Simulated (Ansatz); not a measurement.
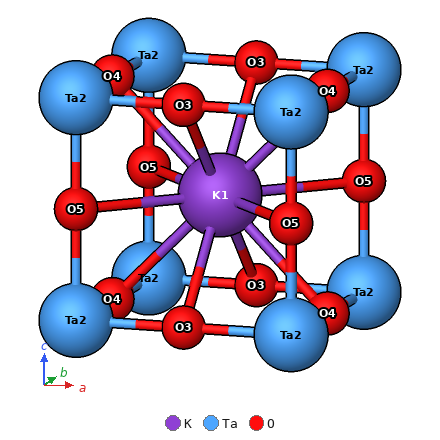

The system is KTaO₃ (Pm-3m, No. 221; 5 atoms in the cell); the picture shows the reference structure. The energy is mapped over volume and the cell's shape. First axis: volume per atom. Second axis: c/a of the conventional cell. Nothing is relaxed (symmetry fixes all fractional coordinates). The scan uses a 7 × 7 grid. Points are written as (first, second). All energies are given in meV/atom relative to the lowest grid point. Computed with DFT PBEsol, scalar-relativistic, plane waves, PAW in Ansatz. Settings: cutoff 520 eV, k-mesh 8×8×8, gaussian smearing 0.05 eV, no spin polarisation.

Its coordinates:

```yaml
crystal:
  lattice:
    - [3.98536, 0.00000, 0.00000]
    - [0.00000, 3.98536, 0.00000]
    - [0.00000, 0.00000, 3.98536]
  atoms:
    - { symbol: K, position: [0.50000, 0.50000, 0.50000] }
    - { symbol: Ta, position: [0.00000, 0.00000, 0.00000] }
    - { symbol: O, position: [0.50000, 0.00000, 0.00000] }
    - { symbol: O, position: [0.00000, 0.50000, 0.00000] }
    - { symbol: O, position: [0.00000, 0.00000, 0.50000] }
```

Range: volume per atom from 11.647 to 13.673 Å³; c/a of the conventional cell from 0.886 to 1.128.

**What will the energy surface look like?**

The lowest grid point is at (12.660 Å³, 1.000). It is the only kind of minimum in the scanned range. The highest grid point, (11.647 Å³, 0.886), lies 265 meV/atom above the lowest. Round the minimum the two coordinates are nearly uncoupled. The gap on the k-mesh is 2.1 eV at the lowest point and runs from 1.7 to 2.3 eV over the map.

| c/a of the conventional cell ↓, volume per atom → | 11.647 | 11.985 | 12.322 | 12.660 | 12.998 | 13.335 | 13.673 |
| --- | --- | --- | --- | --- | --- | --- | --- |
| 1.128 | 229 | 181 | 149 | 131 | 126 | 131 | 145 |
| 1.084 | 137 | 96 | 71 | 60 | 60 | 71 | 91 |
| 1.041 | 79 | 43 | 23 | 15 | 20 | 34 | 56 |
| 1.000 | 60 | 25 | 6 | 0 | 5 | 21 | 45 |
| 0.961 | 81 | 45 | 24 | 17 | 21 | 35 | 58 |
| 0.923 | 147 | 106 | 81 | 69 | 70 | 80 | 99 |
| 0.886 | 265 | 216 | 183 | 164 | 157 | 161 | 174 |

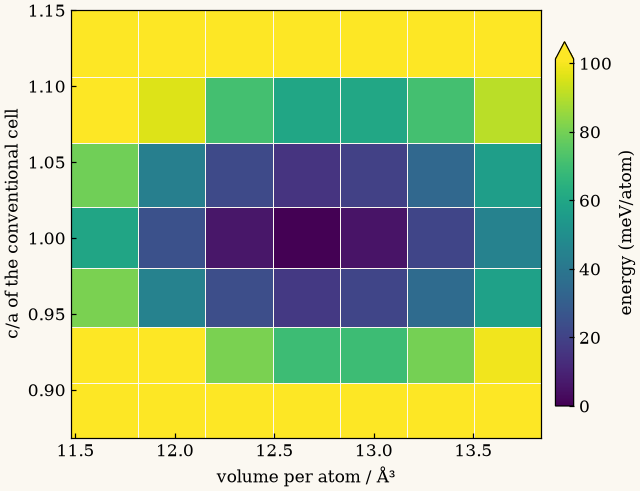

The picture shows one coloured cell a grid point, one colour for all values above the top of the scale.

The whole map (49 points run) took 13 min on 1 thread of Arm Neoverse N1 (shared host).
